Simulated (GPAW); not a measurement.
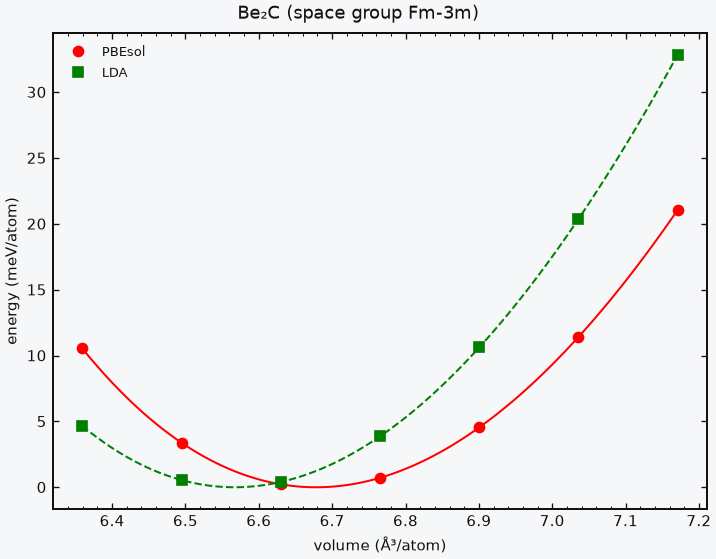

The picture above shows the energy against volume, with one curve for each functional, for Be₂C (space group Fm-3m).

Method: PAW DFT in plane waves, on a grid or in atomic orbitals, no spin polarisation; energies at scaled volumes of the given cell, shape and fractions fixed, counted from the fit's minimum, third-order Birch-Murnaghan fit (GPAW 26.7.0). All runs: no spin polarisation.

- k mesh: 11×11×11
- occupations: Fermi–Dirac
- smearing width: 0.05 eV
- wave cutoff: 800 eV

Settings that differ: PBEsol: potentials PAW-data-sets-made-by gpaw-setup-for-the-functional; LDA: potentials GPAW-PAW-data-sets-(gpaw-data-1.2.1).

**Order the curves by fitted equilibrium volume, smallest first.**

LDA 6.567, PBEsol 6.678 Å³/atom.

**Order the curves by fitted bulk modulus, smallest first.**

PBEsol 206.4, LDA 216.5 GPa.

The computed values:

PBEsol:
```csv
volume (Å³/atom),energy (meV/atom)
6.3593,10.55
6.4946,3.39
6.6299,0.23
6.7652,0.71
6.9005,4.54
7.0358,11.40
7.1711,21.04
```

LDA:
```csv
volume (Å³/atom),energy (meV/atom)
6.3593,4.66
6.4946,0.55
6.6299,0.40
6.7652,3.86
6.9005,10.61
7.0358,20.36
7.1711,32.84
```
